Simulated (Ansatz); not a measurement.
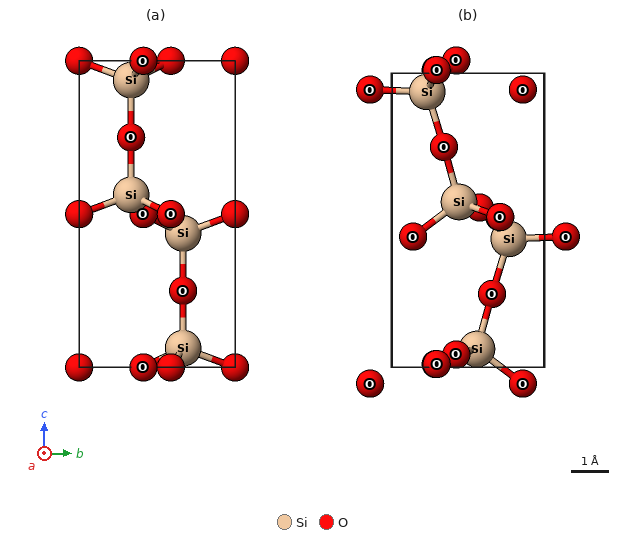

The structure of crystalline SiO$_{2}$ (set up in C222_1) before (left) and after (right) a relaxation, at one scale.

Style: ball-and-stick. Shown: the cell of the calculation, along the a axis.

Case: uniaxial strain along a of +1.5 %; b, c and atoms relaxed.

The calculation used DFT LDA, scalar-relativistic, plane waves, PAW in Ansatz 0.2.0. Set-up: plane-wave cutoff 420 eV; k-point mesh 6 × 6 × 4; occupations gaussian; smearing width 0.02 eV; no spin polarisation; cell relaxed at fixed a, angles; force threshold 0.008 eV/Å; at most 40 steps.

Summarise the run.

Answer. The run was cut off at its time limit before the relaxation converged, so the last structure is only a point on the way. Over 21 accepted moves (23 points after the start) the energy falls by 92.2 meV per cell of the calculation. Largest force component: 0.41 eV/Å at the start, 0.023 eV/Å at the end. Pressure: −1.13 GPa at the start and −0.23 GPa at the end. The line search rejected the trial step at point 4 of the run. At 1 point the geometry stayed and the basis and grid were re-selected for the new cell (energy shift of 25.4 meV per cell of the calculation at most each time). The largest moves relative to the cell, 0.82 Å, are those of O atoms. By element the largest moves are O 0.82 Å, Si 0.47 Å. The drawn cell changes as follows: a unchanged at 5.090 Å, b 5.020 → 4.931 Å (−1.8 %), c 8.507 → 8.158 Å (−4.1 %); the volume changes by −5.8 %. Some distances before and after: O–Si 1.625 → 1.608 Å, O–Si 1.602 → 1.610 Å, O–Si 1.591 → 1.598 Å. Among the angles between lasting bonds that change: Si–O–Si 147.6° → 140.8°, Si–O–Si 180.0° → 174.0°, Si–O–Si 148.4° → 144.0°. The space group (tolerance 0.01 Å) goes from C222_1 (No. 20) to P2_1 (No. 4).
